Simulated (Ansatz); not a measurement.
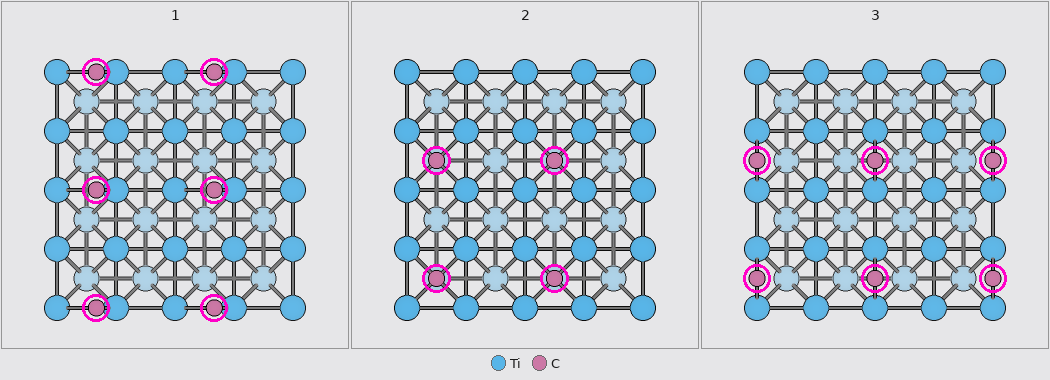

C on a Ti(100) slab cut from the Fm-3m phase, its upper half relaxed before the scan (12 atoms of substrate and one adsorbate in a 2 × 2 cell). C is moved over the surface cell; relaxed at each place: the height of the adsorbate's atoms; substrate rigid; the origin of the map has the adsorbate above Ti9. Places are given modulo a cell vector. The map is drawn in real space over the plane of the surface. The grid has 6 × 6 points; 10 points were computed and 26 follow by symmetry. Places are given in fractions of the 1 × 1 surface cell. Energies: eV, counted from the lowest grid point. All numbers below come from DFT PBEsol, scalar-relativistic, plane waves, PAW (Ansatz). Settings: cutoff 420 eV, k-mesh 5×5×1, gaussian smearing 0.1 eV, no spin polarisation.

The numbered pictures are structures from this grid. Rings mark the moved atoms.

Which is the most stable, and how do the others follow?

2, at a fourfold hollow over a second-layer Ti atom, (3/6, 3/6) of the cell vectors: 0.00 eV; 3, at a bridge site between two Ti atoms, (0/6, 3/6) of the cell vectors: 3.20 eV; 1, at (4/6, 0/6) of the cell vectors [nearest 1 Ti at 1.77 Å]: 4.31 eV.

The map, with the structures marked:

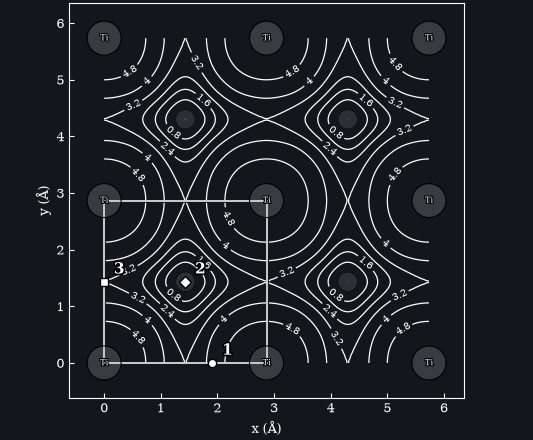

The picture shows contour lines labelled in eV, labelled circles for the atoms of the top layer and small ones for the second layer, the outline of one cell of the 2 × 2 shown. Between grid points the surface is interpolated.

PAW datasets: the set soft_1.
